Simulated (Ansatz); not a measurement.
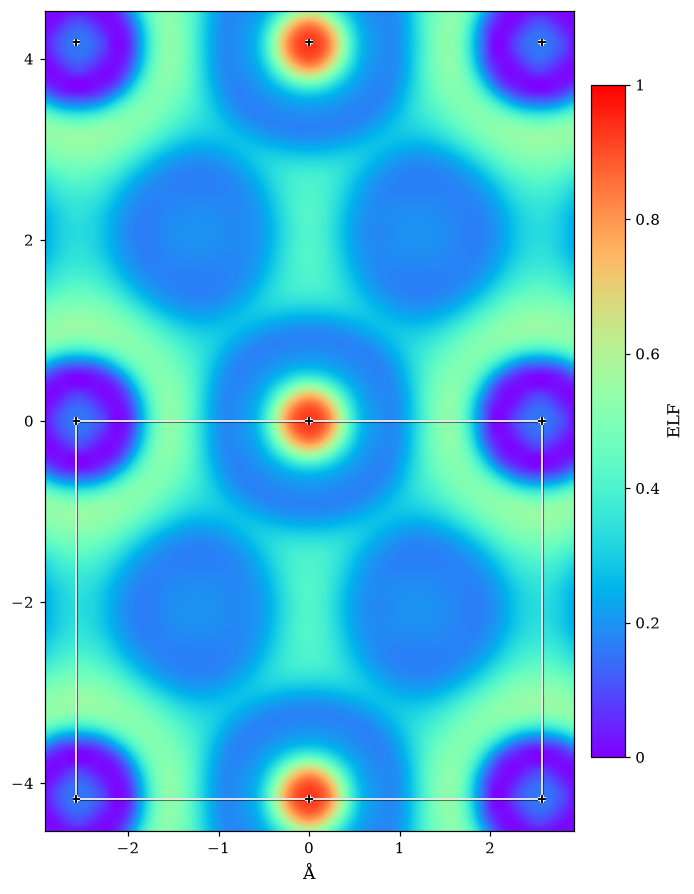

The ELF on a plane through atoms (crosses mark nuclei in the plane).

The calculation used DFT PBEsol, scalar-relativistic, plane waves, PAW (Ansatz 0.2.0).

Candidates:
A. AlP, a = 5.47 Å, b = 5.47 Å, c = 5.47 Å, α = 90.00°, β = 90.00°, γ = 90.00°. Space group F-43m.
B. AlCu3, a = 5.14 Å, b = 5.14 Å, c = 4.18 Å, α = 90.00°, β = 90.00°, γ = 120.00°. Space group P6₃/mmc; a structure from a database of computed crystals, not necessarily the ambient phase; computed without spin polarisation.

**Which candidate gave the map?**

Candidate B: AlCu3 on the (010) plane of the conventional cell, which holds Al and Cu. Al–Cu (2.57 Å): the ELF is about 0.40 at the midpoint.
